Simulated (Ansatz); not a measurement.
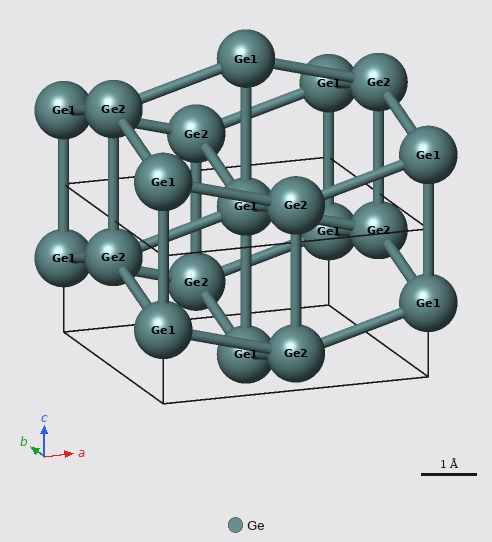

The input geometry of run A (ball-and-stick view of the cell 2 times as large as that of the calculation, set on its symmetry axes, repeated 1 × 1 × 2, seen slightly off an axis; atoms are numbered from 1 in the order of the input).

# Two runs on Ge

System: Ge (2 atoms in the cell).
Method of run A: Kohn-Sham DFT of a periodic cell, RPBE with D4, all-electron LAPW, scalar-relativistic, no spin polarisation (Ansatz 0.2.0).

The structure derives from a Materials Project entry. Text and figures count atoms from 1; the logs count them from 0 in places.

**Input file, run A**
```yaml
crystal:
  lattice:
    - [-2.574489719, 2.574489719, 1.3974126432]
    - [2.574489719, -2.574489719, 1.3974126432]
    - [2.574489719, 2.574489719, -1.3974126432]
  atoms:
    - { symbol: Ge, position: [0.5, 0.5, 0.0] }
    - { symbol: Ge, position: [0.25, 0.75, 0.5] }
kpoints:
  mp_grid: { grid: [11, 11, 11] }
scf:
  occupations: { method: fermi_dirac, width: 0.05 }
hamiltonian:
  xc: rpbe
  dispersion: d4
  pseudopotentials: { kind: all_electron, lapw: { basis_error: 0.001 } }
output:
  forces: true
  stress: true
relax:
  f_tol: 0.01
  max_steps: 60
  cell: {}
```

Launched with:
```bash
ansatz run input.yaml --threads 1 --pin off --max-ram 3072MiB --backend cpu --events-out ev --progress --plain --runs-dir out
```

Hardware: 1 thread of Intel Xeon (Sapphire Rapids), 16 GiB of memory available, shared host.

**Output, shortened to warnings, some set-up lines, iterations and results (run A)**
```
Basis set: ecut = 274.965259851638 eV, 399 PW (Γ), FFT grids on a1+a2, a2, a3, exchange–correlation at level 2
Symmetry: 16 space group operations
k-points: 126 of 1331
Initial density: superposition of atomic densities (chi_scale 0.1, normalization cell)
[...]
SCF iter   1: F=—  HF=-114245.064711 eV  |F-HF|=—  |Δ(HF+E_count)|=         —  Δρ=1.41e-2  dr2=4.12e-2  ethr=9.30e-5  ⟨swp⟩=3.0  Hψ=22625  notcnv=0
SCF iter   2: F=—  HF=-114245.052358 eV  |F-HF|=—  |Δ(HF+E_count)|=   1.24e-2  Δρ=9.38e-3  dr2=2.10e-2  ethr=9.30e-5  ⟨swp⟩=2.0  Hψ=10120  notcnv=0
SCF iter   3: F=—  HF=-114245.055082 eV  |F-HF|=—  |Δ(HF+E_count)|=   2.72e-3  Δρ=5.49e-3  dr2=7.83e-3  ethr=4.76e-5  ⟨swp⟩=2.0  Hψ=9582  notcnv=0
SCF iter   4: F=—  HF=-114245.056867 eV  |F-HF|=—  |Δ(HF+E_count)|=   1.79e-3  Δρ=1.91e-3  dr2=1.23e-3  ethr=1.78e-5  ⟨swp⟩=2.0  Hψ=9587  notcnv=0
SCF iter   5: F=—  HF=-114245.057174 eV  |F-HF|=—  |Δ(HF+E_count)|=   3.07e-4  Δρ=3.19e-4  dr2=4.57e-5  ethr=1.03e-7  ⟨swp⟩=2.0  Hψ=16544  notcnv=0
[... 21 lines ...]
relax step   4: F+E_penalty+E_count = -114245.05966957 eV  Δ(F+E_penalty+E_count) = -6.393e-6 eV  max|allowed force component| = 4.337e-19 eV/Å  Δτ_max = 0.0000 Å  P = -0.009 …
SCF iter   1: F=—  HF=-114245.059669 eV  |F-HF|=—  |Δ(HF+E_count)|=         —  Δρ=7.85e-6  dr2=3.13e-8  ethr=7.10e-11  ⟨swp⟩=3.2  Hψ=16989  notcnv=0  reapply=1
SCF iter   2: F=-114245.059669 eV  HF=-114245.059669 eV  |F-HF|=8.34e-9  |Δ(HF+E_count)|=   3.22e-8  Δρ=5.70e-6  dr2=1.65e-8  ethr=7.10e-11  ⟨swp⟩=2.0  Hψ=9542  notcnv=0
SCF 5 converged in 2 iterations: F = -114245.059669 eV  dr2 = 1.65e-8
relax step   5: F+E_penalty+E_count = -114245.05966918 eV  Δ(F+E_penalty+E_count) = +3.846e-7 eV  max|allowed force component| = 8.674e-19 eV/Å  Δτ_max = 0.0000 Å  P = -0.009 …
basis re-selected at this cell: Δ(F+E_penalty+E_count) = +3.846e-7 eV, ΔP = +0.000 GPa vs the last step (what re-selecting the basis moved, after the strain that the cell walked since its last selection, with what the two solves' SCF thresholds leave and, on support functions, any second-order …
SCF converged after 2 iterations
Free energy (F): -114245.059669 eV
Harris-Foulkes:  -114245.059669 eV  (|F-HF|=8.34e-9)
Internal energy: -114245.051746 eV  (E = F + TS)
E sigma→0 (E₀):  -114245.055708 eV
Entropy (-TS):   -0.007923 eV (-3.962 meV/atom)
Fermi energy:    13.351066 eV
--- Per-component energies (eV) ---
  E_band       = -1937.748637
  E_kinetic    = 116643.376007
  E_xc         = -4352.598291
  E_electrostatic = -226534.278525  (all electrons and nuclei)
  E_disp       = -1.550936  (pairwise vdW)
  E_smearing   = -0.007923  (= −TS)
  E_closure    = 0.000000  (closes the sum)
  E_atoms      = -114235.741487  (free atoms, spherical and without spin; not in F)
  Σ components = -114245.059669   (vs F -114245.059669, Δ=0.00e0)
  Basis errors (estimates in eV, not in F): energy 3.6e-4 per atom: plane waves 3.3e-4 (1.9e-4 summed), levels above the bands 2.6e-48, relativity 1.4e-8, radial functions 2.4e-5, core shells 2.7e-11; eigenvalues (radial functions only) 2.9e-6; not estimated: angular momenta, meshes, grids; target …
--- Forces (eV/Å), atoms counted from 1 ---
  atom   1  Ge     0.00000000    -0.00000000     0.00000000
  atom   2  Ge     0.00000000    -0.00000000     0.00000000
  max |Σ_I F_I| component: 1.73e-18 eV/Å
--- Stress (GPa, compression-positive) ---
       -0.022826       0.000000       0.000000
        0.000000      -0.022826      -0.000000
        0.000000      -0.000000       0.018217
  P = ⅓ Tr σ = -0.0091 GPa (-0.091 kbar)
--- Relaxed structure (4 steps of the walk, 4 accepted, 1 SCFs on fresh bases) ---
  F+E_penalty+E_count = -114245.05966918 eV   max|allowed force component| = 8.674e-19 eV/Å   (the final SCF, on the basis selected at the relaxed cell)
  cell:  # Å, volume = 36.4392 Å³
    - [-2.5596624377626536, 2.5596624377626536, 1.3904113258659296]
    - [2.5596624377626536, -2.5596624377626536, 1.3904113258659296]
    - [2.5596624377626536, 2.5596624377626536, -1.3904113258659296]
  atoms:
    - { symbol: Ge, position: [0.49999999999999994, 0.49999999999999994, -1.4417807992824214e-35] }
[...]
```

For run B the input was changed thus:
```diff
-  xc: rpbe
+  xc: pbesol
```

How does run B compare with run A?

The total energies belong to different methods, so their difference says nothing on which is more stable or more accurate. The volume per atom goes from 18.22 to 17.95 Å³. The functional changes from RPBE to PBEsol. The SCF takes 22 iterations over all geometry steps against 21.

**Output, shortened to warnings, some set-up lines, iterations and results (run B)**
```
Basis set: ecut = 275.433685874557 eV, 399 PW (Γ), FFT grids on a1+a2, a2, a3, exchange–correlation at level 2
Symmetry: 16 space group operations
k-points: 126 of 1331
Initial density: superposition of atomic densities (chi_scale 0.1, normalization cell)
[...]
SCF iter   1: F=—  HF=-114149.828934 eV  |F-HF|=—  |Δ(HF+E_count)|=         —  Δρ=1.41e-2  dr2=4.14e-2  ethr=9.34e-5  ⟨swp⟩=3.0  Hψ=22631  notcnv=0
SCF iter   2: F=—  HF=-114149.803691 eV  |F-HF|=—  |Δ(HF+E_count)|=   2.52e-2  Δρ=9.16e-3  dr2=2.02e-2  ethr=9.34e-5  ⟨swp⟩=2.0  Hψ=10004  notcnv=0
SCF iter   3: F=—  HF=-114149.801049 eV  |F-HF|=—  |Δ(HF+E_count)|=   2.64e-3  Δρ=5.37e-3  dr2=7.55e-3  ethr=4.59e-5  ⟨swp⟩=2.0  Hψ=9596  notcnv=0
SCF iter   4: F=—  HF=-114149.800599 eV  |F-HF|=—  |Δ(HF+E_count)|=   4.50e-4  Δρ=1.80e-3  dr2=1.08e-3  ethr=1.72e-5  ⟨swp⟩=2.0  Hψ=9596  notcnv=0
SCF iter   5: F=—  HF=-114149.800471 eV  |F-HF|=—  |Δ(HF+E_count)|=   1.28e-4  Δρ=2.54e-4  dr2=2.77e-5  ethr=6.30e-8  ⟨swp⟩=2.0  Hψ=16552  notcnv=0
[... 22 lines ...]
relax step   4: F+E_penalty+E_count = -114149.80957420 eV  Δ(F+E_penalty+E_count) = -9.866e-6 eV  max|allowed force component| = 9.758e-19 eV/Å  Δτ_max = 0.0000 Å  P = -0.011 …
SCF iter   1: F=—  HF=-114149.809573 eV  |F-HF|=—  |Δ(HF+E_count)|=         —  Δρ=4.89e-6  dr2=1.11e-8  ethr=2.55e-11  ⟨swp⟩=3.6  Hψ=18506  notcnv=0  reapply=9
SCF iter   2: F=-114149.809573 eV  HF=-114149.809573 eV  |F-HF|=2.44e-9  |Δ(HF+E_count)|=   1.11e-8  Δρ=3.55e-6  dr2=5.88e-9  ethr=2.51e-11  ⟨swp⟩=2.0  Hψ=9537  notcnv=0
SCF 5 converged in 2 iterations: F = -114149.809573 eV  dr2 = 5.88e-9
relax step   5: F+E_penalty+E_count = -114149.80957332 eV  Δ(F+E_penalty+E_count) = +8.760e-7 eV  max|allowed force component| = 4.337e-19 eV/Å  Δτ_max = 0.0000 Å  P = -0.011 …
basis re-selected at this cell: Δ(F+E_penalty+E_count) = +8.760e-7 eV, ΔP = +0.000 GPa vs the last step (what re-selecting the basis moved, after the strain that the cell walked since its last selection, with what the two solves' SCF thresholds leave and, on support functions, any second-order …
SCF converged after 2 iterations
Free energy (F): -114149.809573 eV
Harris-Foulkes:  -114149.809573 eV  (|F-HF|=2.44e-9)
Internal energy: -114149.801373 eV  (E = F + TS)
E sigma→0 (E₀):  -114149.805473 eV
Entropy (-TS):   -0.008200 eV (-4.100 meV/atom)
Fermi energy:    13.350601 eV
--- Per-component energies (eV) ---
  E_band       = -1930.869121
  E_kinetic    = 116532.316916
  E_xc         = -4256.527302
  E_electrostatic = -226425.126935  (all electrons and nuclei)
  E_disp       = -0.464052  (pairwise vdW)
  E_smearing   = -0.008200  (= −TS)
  E_closure    = 0.000000  (closes the sum)
  E_atoms      = -114139.838039  (free atoms, spherical and without spin; not in F)
  Σ components = -114149.809573   (vs F -114149.809573, Δ=0.00e0)
  Basis errors (estimates in eV, not in F): energy 3.5e-4 per atom: plane waves 3.3e-4 (1.9e-4 summed), levels above the bands 1.3e-48, relativity 4.8e-9, radial functions 1.6e-5, core shells 2.7e-11; eigenvalues (radial functions only) 2.8e-6; not estimated: angular momenta, meshes, grids; target …
--- Forces (eV/Å), atoms counted from 1 ---
  atom   1  Ge     0.00000000    -0.00000000     0.00000000
  atom   2  Ge     0.00000000    -0.00000000     0.00000000
  max |Σ_I F_I| component: 8.67e-19 eV/Å
--- Stress (GPa, compression-positive) ---
       -0.032637       0.000000      -0.000000
        0.000000      -0.032637       0.000000
       -0.000000       0.000000       0.031914
  P = ⅓ Tr σ = -0.0111 GPa (-0.111 kbar)
--- Relaxed structure (4 steps of the walk, 4 accepted, 1 SCFs on fresh bases) ---
  F+E_penalty+E_count = -114149.80957332 eV   max|allowed force component| = 4.337e-19 eV/Å   (the final SCF, on the basis selected at the relaxed cell)
  cell:  # Å, volume = 35.9024 Å³
    - [-2.549847911593172, 2.549847911593172, 1.3804936314479272]
    - [2.549847911593172, -2.549847911593172, 1.3804936314479272]
    - [2.549847911593172, 2.549847911593172, -1.3804936314479272]
  atoms:
    - { symbol: Ge, position: [0.5, 0.5, -9.43597169082175e-36] }
    - { symbol: Ge, position: [0.25, 0.75, 0.5] }
```

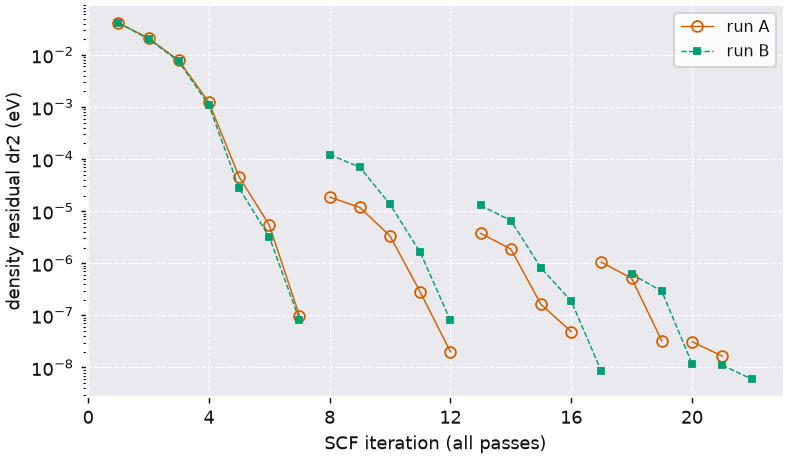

Convergence of the two runs: density residual dr2 against the SCF iteration. A break in a curve parts two SCF passes. Run A takes 21 iterations in all, and run B takes 22.

**The two runs side by side**

```tsv
quantity	run A	run B
outcome	converged	converged
free energy per atom (eV)	−57122.5298	−57074.9048
energy per atom, smearing taken to zero (eV)	−57122.5279	−57074.9027
pressure (GPa)	−0.01	−0.01
volume per atom (Å³)	18.22	17.95
largest force (eV/Å)	0.000	0.000
SCF iterations	21	22
irreducible k-points	126	126
```
